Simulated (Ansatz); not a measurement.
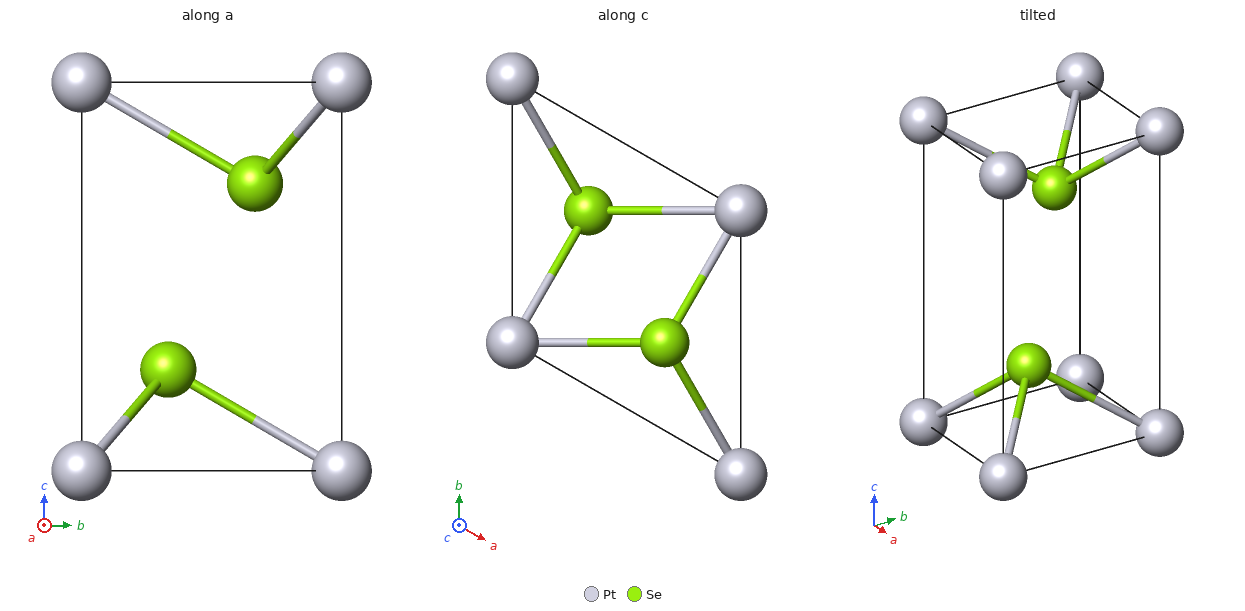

The image is a ball-and-stick drawing of a crystal, viewed along the a axis, along the c axis and slightly off an axis. The parallelepiped is the conventional unit cell.

Formula: PtSe2. The structure has P-3m1 (No. 164) symmetry and a primitive hexagonal lattice. The arrangement is known as cadmium iodide (CdI₂, 1T) type. The cell has 3 atoms, namely 1 Pt, 2 Se. About every Pt there are six Se in a distorted octahedral arrangement. Each Se is bonded to three Pt in a trigonal pyramidal arrangement. The bonds build PtSe2 layers parallel to (001).

Its origin is a structure listed in the Materials Project. The picture shows the end point of a geometry optimisation with DFT, PBEsol, plane waves, PAW in Ansatz 0.2.0.
